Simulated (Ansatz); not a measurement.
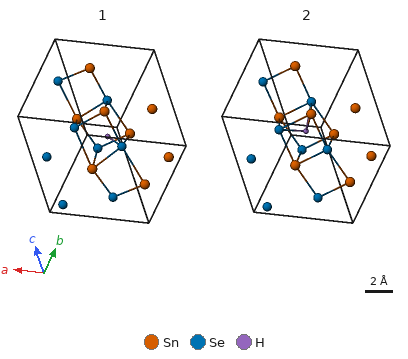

Two geometries of a defect cell of composition Sn8HSe8 (cell charge +1), drawn at one scale. One is the start of a relaxation, the other its converged end. Style: ball-and-stick. Shown: the cell of the calculation (origin shifted), from a free direction.

The calculation used Ansatz, DFT LDA, scalar-relativistic, plane waves, PAW. Set-up: plane-wave cutoff 420 eV; k-point mesh 2 × 2 × 2; occupations gaussian; smearing width 0.05 eV; no spin polarisation; atoms relaxed in a fixed cell; force threshold 0.03 eV/Å; at most 60 steps.

> Which one is relaxed?

Structure 1 is the relaxed one. It is an interstitial H in Cmcm SnSe. The run prepares an end point of a later path (interstitial hop) calculation, from a guessed geometry. After 11 geometry steps the energy has fallen by 1.245 eV per cell of the calculation. Largest force component: 0.7 eV/Å at the start, 0.017 eV/Å at the end. The H atom moves most: 0.60 Å along [−1 0 −1]. By element the largest moves are H 0.60 Å, Sn 0.32 Å, Se 0.31 Å. The cell stays as it was. Near-neighbour distances that change, for instance: H–Se 2.379 → 1.514 Å, H–Se 2.448 → 2.959 Å, H–Se 2.404 → 2.809 Å, Se–Sn 3.063 → 3.446 Å. New bonds form, among them: H–Se (2.38 → 1.51 Å). Among the angles between lasting bonds that change: Se–Sn–Se 89.6° → 101.5°, Se–Sn–Se 89.6° → 100.7°, Sn–Se–Sn 89.6° → 98.6°.

Limits of the set-up: the periodic images lie only 7.6 Å apart, so the values are limited by the cell's size; the cell is charged, on a uniform background, and energies carry no finite-size correction.
